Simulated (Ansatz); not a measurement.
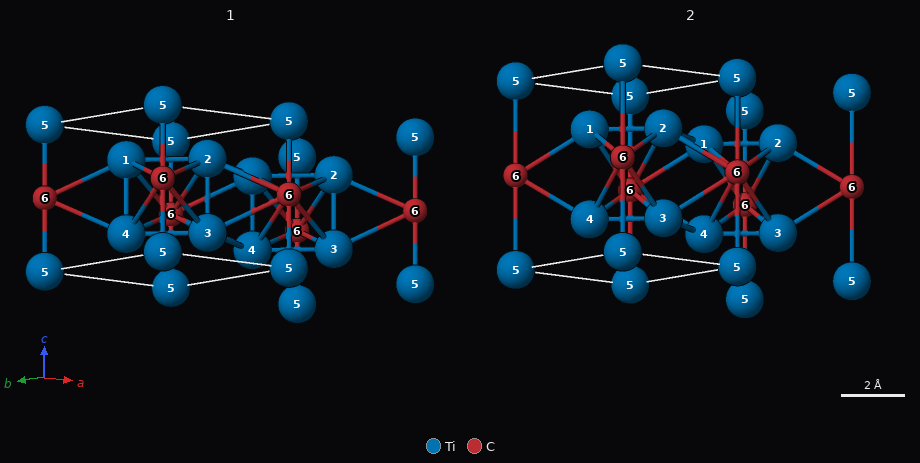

Two geometries of a crystal of Ti5C (a generated structure, set up in P6/mmm) (coarse preliminary run), drawn at one scale. One is the start of a relaxation, the other its converged end. Style: ball-and-stick. Shown: the cell of the calculation, repeated 2 × 1 × 1 with one cell outlined, from a free direction.

Computed with DFT PBE, scalar-relativistic, plane waves, PAW in Ansatz 0.2.0. Settings: plane-wave cutoff 420 eV; k-point mesh 6 × 6 × 4; occupations gaussian; smearing width 0.1 eV; no spin polarisation; cell and atoms relaxed; force threshold 0.04 eV/Å; at most 70 steps.

### Which of the two is the end point?

Structure 1 is the relaxed one. After 9 accepted moves (11 points after the start) the energy has fallen by 285 meV per atom. Largest force component: 0.1 eV/Å at the start, 0.0027 eV/Å at the end. The pressure goes from −5.41 to 0.07 GPa. At 2 points the geometry stayed and the basis and grid were re-selected for the new cell (energy shift of 2.5 meV per atom at most each time). The largest moves relative to the cell, 0.067 Å, are those of Ti1, Ti2, Ti3 and Ti4. Ti2 goes along +c. C stays in place. The drawn cell changes as follows: a = b 4.120 → 4.537 Å (+10.1 %), c 6.271 → 4.884 Å (−22.1 %); the volume changes by −5.5 %. Some distances before and after: Ti1–Ti4 3.283 → 2.423 Å, Ti5–C6 3.136 → 2.442 Å, Ti1–Ti4 (another image) 2.988 → 2.461 Å, Ti1–Ti2 2.379 → 2.620 Å. New bonds form, among them: Ti1–Ti4 (2.99 → 2.46 Å), Ti1–Ti4 (3.28 → 2.42 Å), Ti2–Ti3 (2.99 → 2.46 Å), Ti2–Ti3 (3.28 → 2.42 Å). Among the angles between lasting bonds that change: C6–Ti2–C6 94.3° → 103.2°, Ti1–Ti2–C6 147.9° → 154.8°. The space group stays P6/mmm (No. 191). Cost: 2.6 min on 1 thread of Intel(R) Xeon(R) Processor @ 2.50GHz (Skylake/Cascade Lake) (shared host), peak memory 0.41 GiB.
